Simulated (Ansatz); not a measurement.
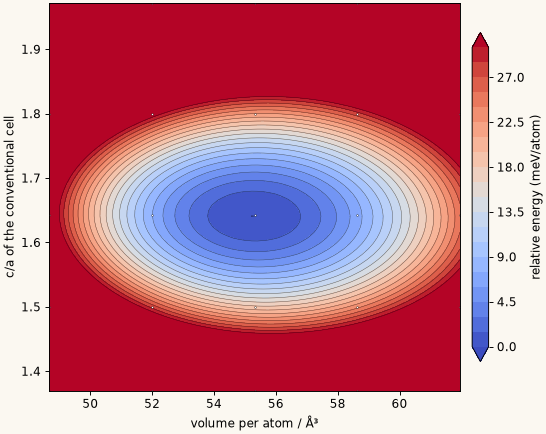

Sr (P6_3/mmc, No. 194; 2 atoms in the cell). 
- The energy is mapped over volume and the cell's shape.
- Coordinates scanned: (1) volume per atom; (2) c/a of the conventional cell.
- Nothing is relaxed (symmetry fixes all fractional coordinates).
- The scan uses a 5 × 5 grid.
- Points are written as (first, second).
- Energies: meV/atom, counted from the lowest grid point.
- Theory: DFT PBE, scalar-relativistic, plane waves, PAW in Ansatz 0.2.0. Settings: cutoff 420 eV, k-mesh 15×15×8 in the order of the run's cell vectors, gaussian smearing 0.15 eV, no spin polarisation.

Drawn: filled contours, dots at the grid points, one colour for all values above the top of the scale. Between grid points the surface is interpolated.

Question: Where is the minimum, and how stiff is the well along each coordinate?

Answer: The interpolated minimum is at volume per atom ≈ 55.31 Å³, c/a of the conventional cell ≈ 1.643. The curvatures there are about 0.0026 eV/(Å³)² and 3.6 eV, with a cross term of about 0.002 eV/Å³ (per cell of 2 atoms). Round the minimum the two coordinates are nearly uncoupled.
